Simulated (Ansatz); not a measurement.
Run report: SiO2, molecular dynamics (part 1 of 4)

The run: molecular dynamics of SiO2 (slab, 24 atoms in the cell). Method and program: DFT PBE, scalar-relativistic, plane waves, PAW, PAW set soft_1, no spin polarisation (Ansatz 0.2.0).

The structure derives from an entry of the Crystallography Open Database. The input holds or restrains some coordinates. It belongs to a series of runs on one base structure; here: dynamics from the start.

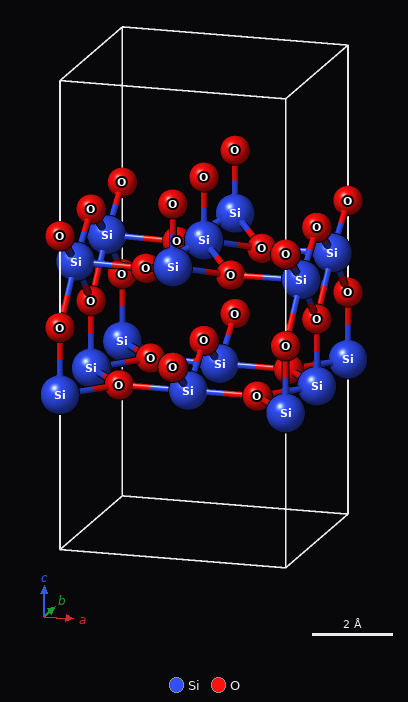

Fig. 1: The starting structure (ball-and-stick view of the cell of the calculation, with the vacuum cut short, seen slightly off an axis). An atom can appear more than once, as a periodic image.

## Results in brief

```json
{"quantity": "outcome", "value": "finished"}
{"quantity": "mean temperature over the second half", "value": "1355 K"}
{"quantity": "trajectory", "value": "80 steps, 80 fs"}
{"quantity": "ensemble", "value": "nve"}
{"quantity": "temperature in the input", "value": "1800.0 K"}
{"quantity": "time step", "value": "1 fs"}
{"quantity": "electrons treated", "value": "128"}
{"quantity": "potential energy (free energy of the electrons) (last step)", "value": "−14169.8499 eV"}
{"quantity": "Fermi energy (last step)", "value": "−0.308 eV"}
{"quantity": "largest force (length of the vector) (last step), held atoms and coordinates included", "value": "8.225 eV/Å"}
{"quantity": "hardware", "value": "1 thread of Arm Neoverse V2, 24 GiB of memory available, shared host"}
{"quantity": "wall time", "value": "10 min"}
{"quantity": "peak memory", "value": "0.77 GiB"}
```

The k-point mesh is coarse for a cell of this size, so the results may not be converged. So short a trajectory is not equilibrated.

## Input file
```yaml
crystal:
  lattice:
    - [5.920605, 0.0, 0.0]
    - [0.0, 5.3368, 0.0]
    - [0.0, 0.0, 17.771416]
  atoms:
    - { symbol: Si, position: [0.0, 0.0, 0.0562701] }
    - { symbol: Si, position: [0.5, 0.25, 0.0562701] }
    - { symbol: O, position: [1.0, 0.0, 0.15458015] }
    - { symbol: O, position: [0.1941, 0.25, 0.0562701] }
    - { symbol: O, position: [0.5, 0.0, 0.10989063] }
    - { symbol: O, position: [0.8059, 0.25, 0.0562701] }
    - { symbol: Si, position: [0.5, 0.0, 0.2566432] }
    - { symbol: Si, position: [0.0, 0.25, 0.23172065] }
    - { symbol: O, position: [0.5, 0.0, 0.34893739] }
    - { symbol: O, position: [0.68786395, 0.25, 0.23016446] }
    - { symbol: O, position: [0.0, 0.0, 0.28877791] }
    - { symbol: O, position: [0.31213605, 0.25, 0.23016446] }
    - { symbol: Si, position: [0.0, 0.5, 0.0562701] }
    - { symbol: Si, position: [0.5, 0.75, 0.0562701] }
    - { symbol: O, position: [1.0, 0.5, 0.15458015] }
    - { symbol: O, position: [0.1941, 0.75, 0.0562701] }
    - { symbol: O, position: [0.5, 0.5, 0.10989063] }
    - { symbol: O, position: [0.8059, 0.75, 0.0562701] }
    - { symbol: Si, position: [0.5, 0.5, 0.2566432] }
    - { symbol: Si, position: [0.0, 0.75, 0.23172065] }
    - { symbol: O, position: [0.5, 0.5, 0.34893739] }
    - { symbol: O, position: [0.68786395, 0.75, 0.23016446] }
    - { symbol: O, position: [0.0, 0.5, 0.28877791] }
    - { symbol: O, position: [0.31213605, 0.75, 0.23016446] }
basis:
  ecutwfc: 420.0
kpoints:
  mp_grid: { grid: [2, 2, 1] }
hamiltonian:
  xc: pbe
  pseudopotentials: { kind: paw, azcp: { folder: soft_1 } }
scf:
  occupations: { method: fermi_dirac, width: 0.05 }
  lower_state_search: "off"
md:
  timestep: 1
  n_steps: 80
  ensemble: nve
  temperature: 1800.0
  initial_velocities: maxwell_boltzmann
  seed: 490840
  constraints: [{ sites: [0, 1, 3, 5, 12, 13, 15, 17] }]
```

Run as:
```bash
ansatz run input.yaml --threads 1 --pin off --max-ram 3072MiB --backend cpu --events-out ev --progress --plain --runs-dir out
```

## The program's output
```
Warning: md: disabling space-group detection — thermal motion breaks the input geometry's symmetry, so no spatial operation reduces the k-mesh or symmetrises the density; time reversal is kept, so that k and −k are solved as one point where they differ and the mesh holds both, and exact exchange and, on two spinor components, a DFT+U term hold to it where the run has them: on two components no moment then forms, and a state that bears one, which a typed moment (crystal.atoms[].spin; refused beside efield: under a hybrid functional) reaches, can lie lower, under hf by electronvolts; crystal.symmetry.detect: false (a key that needs symmetry detection or time reversal refuses this as the deck is read) with time_reversal: false beside it drops time reversal too
Engine: ansatz 0.2.0, aarch64-unknown-linux-gnu
Pseudopotentials: kind: paw
Pseudopotential: Si, paw, valence charge 4, recommended cutoff 420 eV (normal), [file]
Pseudopotential: O, paw, valence charge 6, recommended cutoff 420 eV (normal), [file]
Functional definition: PBE
  parameter kappa = 0.804
  parameter beta = 0.06672455060314922
  exchange = pbe_x(kappa = kappa, mu = beta*pi^2/3)
  correlation = pbe_c(beta = beta)
Crystal: 24 atoms, lattice volume = 561.525 Å³
Basis set: ecut = 420 eV, 10957 PW (Γ), exchange–correlation on 80×72×240 points (8 copies of the dense FFT grid, shifted against one another)
Bands: 88, of which v1, the nominal top of the filled ones, is band 64 counted from 1 (63 counted from 0)
Symmetry: 1 space group operations
k-points: 4
Non-local potential: Si, projectors of the file, l = 0: 2, l = 1: 2, l = 2: 1
Non-local potential: O, projectors of the file, l = 0: 2, l = 1: 2, l = 2: 1
PAW form: soft (Blöchl's): semilocal exchange-correlation on the pseudo side does not see the compensation charge
PAW one-centre angular grid: Si, 110 points (default); XC on 64 Gauss nodes
PAW one-centre angular grid: O, 110 points (default); XC on 64 Gauss nodes
Initial density: superposition of atomic densities (neutral atoms: chi_scale 0, normalization atom)
Initial wavefunctions: pseudopotential atomic-orbital guess
Functional: x = pbe(κ = 0.804, μ = 0.2195149727645171), c = pbe(β = 0.06672455060314922)
SCF iter   1: F=—  HF=-14198.825918 eV  |F-HF|=—  |Δ(HF+E_count)|=         —  Δρ=1.23e-1  dr2=1.46e2  ethr=3.10e-3  ⟨swp⟩=7.5  Hψ=1837  notcnv=0  defer=30
preconditioner: auto → Resta (q_TF=auto, 2.132 Å⁻¹)  ε∞=2.0  [insulator: Δε(μ)=2.816 eV  Ē_g=17.509 eV  σ=0.050 eV  W_gap=1.00  n_scr=94 (ndim 8)  ℏωp=17.7 eV  f_vac=0.546  D(μ)=0.00/eV (n_scr^D=0)  ε∞_Penn≈2.0  vacuum switching on, ρ_ref=2.2e-2 e/Å³]
SCF iter   2: F=—  HF=-14250.881496 eV  |F-HF|=—  |Δ(HF+E_count)|=    5.21e1  Δρ=2.11e-1  dr2=1.62e3  ethr=3.10e-3  ⟨swp⟩=7.5  Hψ=1228  notcnv=0  defer=69  recentre
preconditioner: auto → LDOS  [metal: Δε(μ)=0.083 eV  Ē_g=13.983 eV  σ=0.050 eV  W_gap=0.35  n_scr=94 (ndim 8)  ℏωp=17.1 eV  f_vac=0.560  D(μ)=12.79/eV (n_scr^D=74)  β→1.0]
SCF iter   3: F=—  HF=-14187.697931 eV  |F-HF|=—  |Δ(HF+E_count)|=    6.32e1  Δρ=8.51e-2  dr2=1.07e2  ethr=3.10e-3  ⟨swp⟩=4.5  Hψ=955  notcnv=0  defer=62
SCF iter   4: F=—  HF=-14175.665105 eV  |F-HF|=—  |Δ(HF+E_count)|=    1.20e1  Δρ=4.09e-2  dr2=6.18e1  ethr=3.10e-3  ⟨swp⟩=4.0  Hψ=911  notcnv=0  defer=78
SCF iter   5: F=—  HF=-14171.483767 eV  |F-HF|=—  |Δ(HF+E_count)|=    4.18e0  Δρ=2.38e-2  dr2=5.17e0  ethr=3.10e-3  ⟨swp⟩=2.8  Hψ=560  notcnv=0  defer=76
SCF iter   6: F=—  HF=-14171.135894 eV  |F-HF|=—  |Δ(HF+E_count)|=   3.48e-1  Δρ=3.50e-2  dr2=1.48e1  ethr=3.10e-3  ⟨swp⟩=3.5  Hψ=491  notcnv=0  defer=67  recentre
SCF iter   7: F=—  HF=-14171.118449 eV  |F-HF|=—  |Δ(HF+E_count)|=   1.74e-2  Δρ=2.15e-2  dr2=5.73e0  ethr=3.10e-3  ⟨swp⟩=4.5  Hψ=549  notcnv=0  defer=55
SCF iter   8: F=—  HF=-14171.089503 eV  |F-HF|=—  |Δ(HF+E_count)|=   2.89e-2  Δρ=2.39e-2  dr2=5.42e0  ethr=3.10e-3  ⟨swp⟩=3.0  Hψ=446  notcnv=0  defer=61
SCF iter   9: F=—  HF=-14170.565621 eV  |F-HF|=—  |Δ(HF+E_count)|=   5.24e-1  Δρ=7.58e-3  dr2=8.87e-1  ethr=3.10e-3  ⟨swp⟩=3.2  Hψ=370  notcnv=0  defer=61
SCF iter  10: F=—  HF=-14170.553980 eV  |F-HF|=—  |Δ(HF+E_count)|=   1.16e-2  Δρ=4.32e-3  dr2=2.59e-1  ethr=6.93e-4  ⟨swp⟩=2.5  Hψ=432  notcnv=0  defer=59
SCF iter  11: F=—  HF=-14170.539928 eV  |F-HF|=—  |Δ(HF+E_count)|=   1.41e-2  Δρ=7.66e-3  dr2=5.17e-1  ethr=2.02e-4  ⟨swp⟩=3.2  Hψ=456  notcnv=0  defer=59
SCF iter  12: F=—  HF=-14170.528051 eV  |F-HF|=—  |Δ(HF+E_count)|=   1.19e-2  Δρ=4.42e-3  dr2=1.64e-1  ethr=2.02e-4  ⟨swp⟩=2.0  Hψ=419  notcnv=0  defer=59
SCF iter  13: F=—  HF=-14170.524600 eV  |F-HF|=—  |Δ(HF+E_count)|=   3.45e-3  Δρ=2.64e-3  dr2=5.40e-2  ethr=1.28e-4  ⟨swp⟩=2.0  Hψ=345  notcnv=0  defer=59
SCF iter  14: F=—  HF=-14170.523007 eV  |F-HF|=—  |Δ(HF+E_count)|=   1.59e-3  Δρ=7.87e-4  dr2=4.03e-3  ethr=4.22e-5  ⟨swp⟩=1.0  Hψ=293  notcnv=0  defer=59
SCF iter  15: F=—  HF=-14170.522964 eV  |F-HF|=—  |Δ(HF+E_count)|=   4.29e-5  Δρ=4.27e-4  dr2=1.41e-3  ethr=3.15e-6  ⟨swp⟩=1.0  Hψ=293  notcnv=0  defer=59
SCF iter  16: F=—  HF=-14170.522964 eV  |F-HF|=—  |Δ(HF+E_count)|=   7.02e-7  Δρ=1.74e-4  dr2=2.23e-4  ethr=1.10e-6  ⟨swp⟩=1.2  Hψ=297  notcnv=0  defer=59
SCF iter  17: F=—  HF=-14170.522970 eV  |F-HF|=—  |Δ(HF+E_count)|=   6.73e-6  Δρ=9.53e-5  dr2=6.68e-5  ethr=1.74e-7  ⟨swp⟩=2.0  Hψ=416  notcnv=0  defer=59
SCF iter  18: F=—  HF=-14170.522028 eV  |F-HF|=—  |Δ(HF+E_count)|=   9.42e-4  Δρ=3.22e-5  dr2=7.67e-6  ethr=5.22e-8  ⟨swp⟩=2.2  Hψ=461  notcnv=0  defer=59
SCF iter  19: F=—  HF=-14170.521974 eV  |F-HF|=—  |Δ(HF+E_count)|=   5.36e-5  Δρ=1.41e-5  dr2=1.34e-6  ethr=5.99e-9  ⟨swp⟩=2.0  Hψ=481  notcnv=0  defer=59
SCF iter  20: F=—  HF=-14170.521975 eV  |F-HF|=—  |Δ(HF+E_count)|=   7.00e-7  Δρ=9.34e-6  dr2=4.20e-7  ethr=1.05e-9  ⟨swp⟩=2.5  Hψ=501  notcnv=0  defer=59
SCF iter  21: F=—  HF=-14170.521976 eV  |F-HF|=—  |Δ(HF+E_count)|=   9.77e-7  Δρ=6.40e-6  dr2=2.12e-7  ethr=3.28e-10  ⟨swp⟩=2.8  Hψ=474  notcnv=0  defer=59
SCF iter  22: F=—  HF=-14170.521977 eV  |F-HF|=—  |Δ(HF+E_count)|=   5.92e-7  Δρ=3.10e-6  dr2=6.11e-8  ethr=1.65e-10  ⟨swp⟩=2.2  Hψ=479  notcnv=0  defer=59
SCF iter  23: F=-14170.521977 eV  HF=-14170.521977 eV  |F-HF|=3.63e-8  |Δ(HF+E_count)|=   2.71e-7  Δρ=1.48e-6  dr2=1.80e-8  ethr=1.87e-11  ⟨swp⟩=5.0  Hψ=1296  notcnv=0
SCF 1 converged in 23 iterations: F = -14170.521977 eV  dr2 = 1.80e-8
  greatest PAW one-centre occupation: 0.882 electrons in one spin orbital (limit 2), on the O atom at site 20 (counted from 0), in its partial waves of l = 0
md step     0: t =     0.00 fs  T =  1800.0 K  F+E_penalty+E_count = -14170.52197707 eV  E_kin = 3.722688 eV  conserved = -14166.79928910 eV  (23 SCF iters)
Initial density: handed on by an earlier stage of this run
Initial wavefunctions: those handed on with the density
iter 1 solved again at ethr=1.35e-3 eV; its pass at ethr=3.10e-3 eV (dr2=1.73e0 eV) is discarded
SCF iter   1: F=—  HF=-14170.525590 eV  |F-HF|=—  |Δ(HF+E_count)|=         —  Δρ=1.26e-2  dr2=1.71e0  ethr=1.35e-3  ⟨swp⟩=5.0  Hψ=1659  notcnv=0
preconditioner: auto → LDOS  [metal: Δε(μ)=0.004 eV  Ē_g=14.922 eV  σ=0.050 eV  W_gap=0.02  n_scr=94 (ndim 8)  ℏωp=17.7 eV  f_vac=0.558  D(μ)=20.15/eV (n_scr^D=154)  β→1.0]
SCF iter   2: F=—  HF=-14170.396897 eV  |F-HF|=—  |Δ(HF+E_count)|=   1.29e-1  Δρ=3.50e-3  dr2=7.18e-2  ethr=1.34e-3  ⟨swp⟩=3.2  Hψ=486  notcnv=0
SCF iter   3: F=—  HF=-14170.481621 eV  |F-HF|=—  |Δ(HF+E_count)|=   8.47e-2  Δρ=5.22e-3  dr2=2.21e-1  ethr=5.61e-5  ⟨swp⟩=3.5  Hψ=795  notcnv=0  defer=33
SCF iter   4: F=—  HF=-14170.477121 eV  |F-HF|=—  |Δ(HF+E_count)|=   4.50e-3  Δρ=1.13e-3  dr2=9.89e-3  ethr=5.61e-5  ⟨swp⟩=2.0  Hψ=349  notcnv=0  defer=44
[...]
md step     1: t =     1.00 fs  T =  1781.1 K  F+E_penalty+E_count = -14170.48237203 eV  E_kin = 3.683509 eV  conserved = -14166.79886281 eV  (14 SCF iters)
[... from here on the SCF iterations and repeated set-up lines of each step are left out, up to the last step ...]
md step     2: t =     2.00 fs  T =  1725.6 K  F+E_penalty+E_count = -14170.36695815 eV  E_kin = 3.568804 eV  conserved = -14166.79815448 eV  (14 SCF iters)
md step     3: t =     3.00 fs  T =  1638.7 K  F+E_penalty+E_count = -14170.18623997 eV  E_kin = 3.389006 eV  conserved = -14166.79723369 eV  (13 SCF iters)
md step     4: t =     4.00 fs  T =  1527.0 K  F+E_penalty+E_count = -14169.95427981 eV  E_kin = 3.158107 eV  conserved = -14166.79617253 eV  (13 SCF iters)
md step     5: t =     5.00 fs  T =  1398.6 K  F+E_penalty+E_count = -14169.68753330 eV  E_kin = 2.892491 eV  conserved = -14166.79504270 eV  (8 SCF iters)
md step     6: t =     6.00 fs  T =  1261.9 K  F+E_penalty+E_count = -14169.40364012 eV  E_kin = 2.609715 eV  conserved = -14166.79392476 eV  (6 SCF iters)
md step     7: t =     7.00 fs  T =  1125.3 K  F+E_penalty+E_count = -14169.12014836 eV  E_kin = 2.327248 eV  conserved = -14166.79289996 eV  (6 SCF iters)
md step     8: t =     8.00 fs  T =   996.6 K  F+E_penalty+E_count = -14168.85320948 eV  E_kin = 2.061166 eV  conserved = -14166.79204327 eV  (4 SCF iters)
md step     9: t =     9.00 fs  T =   882.4 K  F+E_penalty+E_count = -14168.61636513 eV  E_kin = 1.824950 eV  conserved = -14166.79141467 eV  (4 SCF iters)
md step    10: t =    10.00 fs  T =   787.4 K  F+E_penalty+E_count = -14168.41959429 eV  E_kin = 1.628548 eV  conserved = -14166.79104626 eV  (12 SCF iters)
md step    11: t =    11.00 fs  T =   714.6 K  F+E_penalty+E_count = -14168.26879321 eV  E_kin = 1.477857 eV  conserved = -14166.79093649 eV  (5 SCF iters)
md step    12: t =    12.00 fs  T =   664.7 K  F+E_penalty+E_count = -14168.16578155 eV  E_kin = 1.374730 eV  conserved = -14166.79105173 eV  (5 SCF iters)
md step    13: t =    13.00 fs  T =   637.0 K  F+E_penalty+E_count = -14168.10881175 eV  E_kin = 1.317476 eV  conserved = -14166.79133571 eV  (5 SCF iters)
md step    14: t =    14.00 fs  T =   629.4 K  F+E_penalty+E_count = -14168.09343014 eV  E_kin = 1.301706 eV  conserved = -14166.79172404 eV  (6 SCF iters)
md step    15: t =    15.00 fs  T =   638.9 K  F+E_penalty+E_count = -14168.11346712 eV  E_kin = 1.321307 eV  conserved = -14166.79216028 eV  (4 SCF iters)
md step    16: t =    16.00 fs  T =   662.1 K  F+E_penalty+E_count = -14168.16192454 eV  E_kin = 1.369318 eV  conserved = -14166.79260642 eV  (4 SCF iters)
md step    17: t =    17.00 fs  T =   695.6 K  F+E_penalty+E_count = -14168.23159830 eV  E_kin = 1.438552 eV  conserved = -14166.79304670 eV  (5 SCF iters)
md step    18: t =    18.00 fs  T =   735.9 K  F+E_penalty+E_count = -14168.31537834 eV  E_kin = 1.521894 eV  conserved = -14166.79348405 eV  (6 SCF iters)
md step    19: t =    19.00 fs  T =   779.6 K  F+E_penalty+E_count = -14168.40627624 eV  E_kin = 1.612346 eV  conserved = -14166.79393012 eV  (5 SCF iters)
md step    20: t =    20.00 fs  T =   823.4 K  F+E_penalty+E_count = -14168.49731511 eV  E_kin = 1.702923 eV  conserved = -14166.79439200 eV  (14 SCF iters)
md step    21: t =    21.00 fs  T =   863.8 K  F+E_penalty+E_count = -14168.58144572 eV  E_kin = 1.786580 eV  conserved = -14166.79486580 eV  (7 SCF iters)
md step    22: t =    22.00 fs  T =   897.6 K  F+E_penalty+E_count = -14168.65163965 eV  E_kin = 1.856309 eV  conserved = -14166.79533074 eV  (6 SCF iters)
md step    23: t =    23.00 fs  T =   921.4 K  F+E_penalty+E_count = -14168.70125285 eV  E_kin = 1.905507 eV  conserved = -14166.79574559 eV  (4 SCF iters)
md step    24: t =    24.00 fs  T =   932.5 K  F+E_penalty+E_count = -14168.72467865 eV  E_kin = 1.928627 eV  conserved = -14166.79605190 eV  (5 SCF iters)
md step    25: t =    25.00 fs  T =   929.4 K  F+E_penalty+E_count = -14168.71824207 eV  E_kin = 1.922064 eV  conserved = -14166.79617776 eV  (6 SCF iters)
md step    26: t =    26.00 fs  T =   911.5 K  F+E_penalty+E_count = -14168.68123213 eV  E_kin = 1.885180 eV  conserved = -14166.79605262 eV  (7 SCF iters)
md step    27: t =    27.00 fs  T =   880.6 K  F+E_penalty+E_count = -14168.61689553 eV  E_kin = 1.821271 eV  conserved = -14166.79562420 eV  (4 SCF iters)
md step    28: t =    28.00 fs  T =   840.5 K  F+E_penalty+E_count = -14168.53313081 eV  E_kin = 1.738248 eV  conserved = -14166.79488327 eV  (5 SCF iters)
md step    29: t =    29.00 fs  T =   797.2 K  F+E_penalty+E_count = -14168.44254536 eV  E_kin = 1.648661 eV  conserved = -14166.79388457 eV  (5 SCF iters)
md step    30: t =    30.00 fs  T =   758.5 K  F+E_penalty+E_count = -14168.36152581 eV  E_kin = 1.568768 eV  conserved = -14166.79275763 eV  (12 SCF iters)
md step    31: t =    31.00 fs  T =   733.2 K  F+E_penalty+E_count = -14168.30809379 eV  E_kin = 1.516382 eV  conserved = -14166.79171171 eV  (4 SCF iters)
md step    32: t =    32.00 fs  T =   729.0 K  F+E_penalty+E_count = -14168.29864964 eV  E_kin = 1.507655 eV  conserved = -14166.79099470 eV  (4 SCF iters)
```
